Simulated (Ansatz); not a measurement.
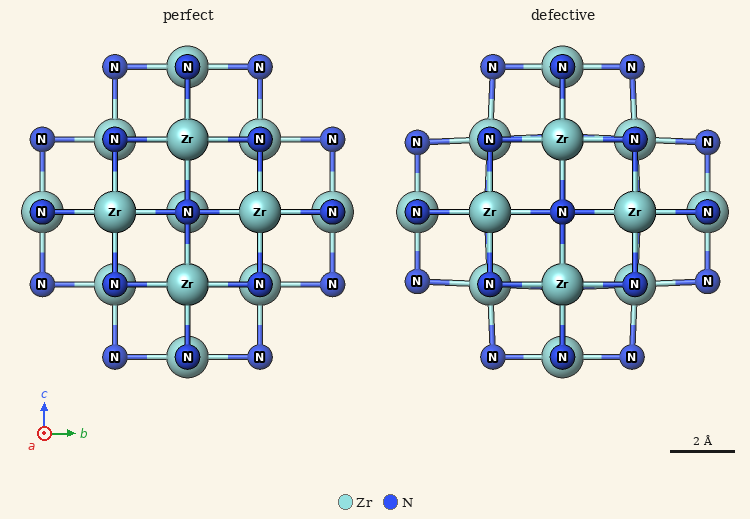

Left: perfect ZrN. Right: the same region with one point defect, after relaxing the atoms in a supercell of 16 sites. The picture is a ball-and-stick view of the atoms within 5.3 Å of one point, in a slice 5.0 Å thick across the line of sight, seen along the a axis.

The calculation used Ansatz 0.2.0, DFT PBE, scalar-relativistic, plane waves, PAW. Settings: plane-wave cutoff 420 eV; k-point mesh 1 × 1 × 1; occupations gaussian; smearing width 0.1 eV; no spin polarisation. The cell is small and the k-mesh coarse, so the numbers are rough. The axes drawn are those of the host's conventional cell.

Which defect is it?

A zirconium atom is taken out (a vacancy).

The charge state of the cell is 0.

What does the relaxation do around it?

Around the empty Zr site the host had 6 N at 2.30 Å; after relaxation the nearest atoms are 6 N at 2.39 Å. Of the host's atoms, a nitrogen atom moves furthest from its site, by 0.10 Å. Relaxing the atoms from the host's sites lowers the energy by 0.38 eV. At a tolerance of 0.02 Å the relaxed supercell has space group Fm-3m.

Limits of the set-up: the k-point mesh is coarse for a cell with partly filled bands.
